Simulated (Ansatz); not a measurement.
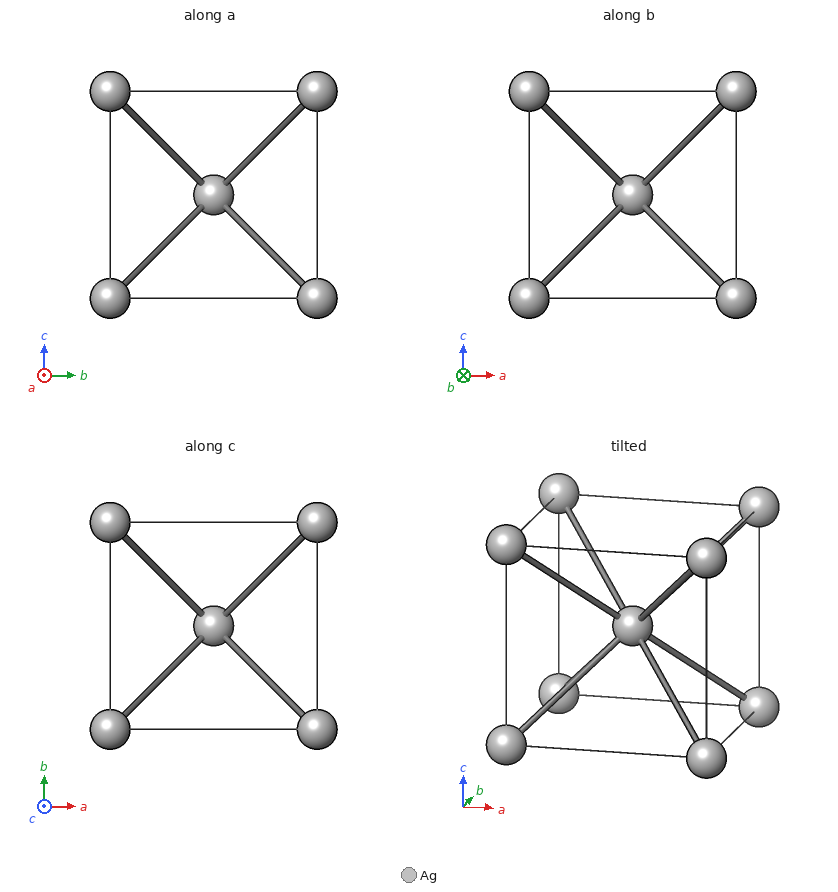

Ball-and-stick drawing of the structure, looking along the a axis, along the b axis, along the c axis and slightly off an axis. The parallelepiped is the conventional unit cell.

Lattice parameters: a = 3.353 Å, b = 3.353 Å, c = 3.353 Å, α = 90.00°, β = 90.00°, γ = 90.00°.

Question: Reconstruct the structure as a table of Wyckoff sites.

Answer: Space group Im-3m (No. 229).
```
atom  site       x       y       z
  Ag    2a  0.0000  0.0000  0.0000
```

The cell started as a structure type filled with this element by a generator (whether the element takes this form wasn't checked). Earlier steps of the study may have refined or changed the cell and positions. It was run through Ansatz as a DFT input.

At this level of theory the cell isn't at rest (stretched, at -6 GPa), so its distances can differ from those at equilibrium, the more so the softer the solid.
